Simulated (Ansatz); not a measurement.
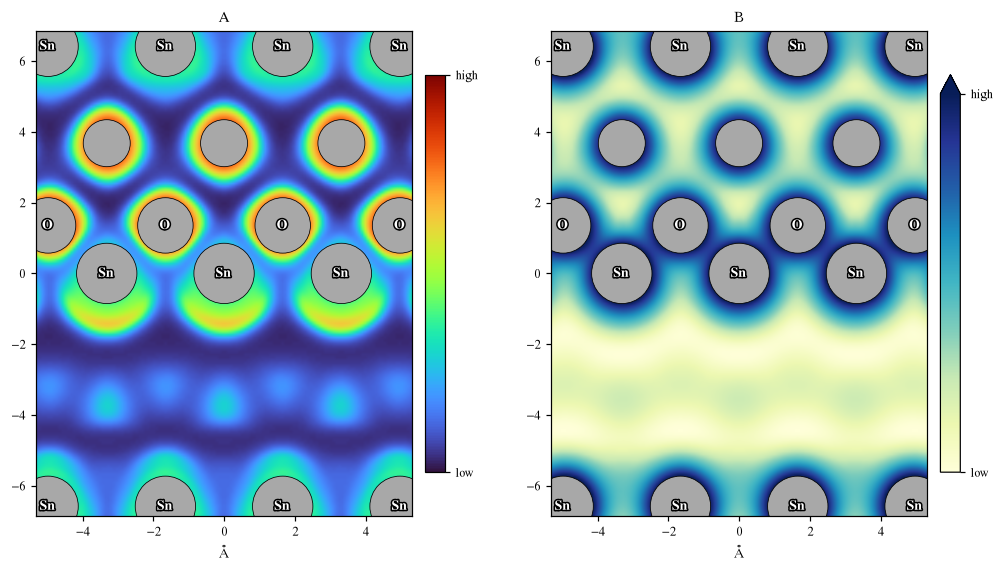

SnO: 2 fields on the (011) plane of the calculation cell, with unlabelled colour scales. Grey discs cover the atomic cores.

Space group Pmn2₁; a structure from a database of computed crystals, not necessarily the ambient phase.

All numbers below come from DFT PBEsol, scalar-relativistic, plane waves, PAW in Ansatz.

The panels show electron localisation function and valence pseudo-density in some order. Assign them.

Answer. Panel A: electron localisation function. Panel B: valence pseudo-density. From the grid: Sn–O (2.14 Å): the density is about 0.57 e/Å³ at the midpoint; the ELF peaks at about 0.80 in the valence shell of O, 0.6 Å from its nucleus, and is about 0.25 at the midpoint; no localised pair shows between them.
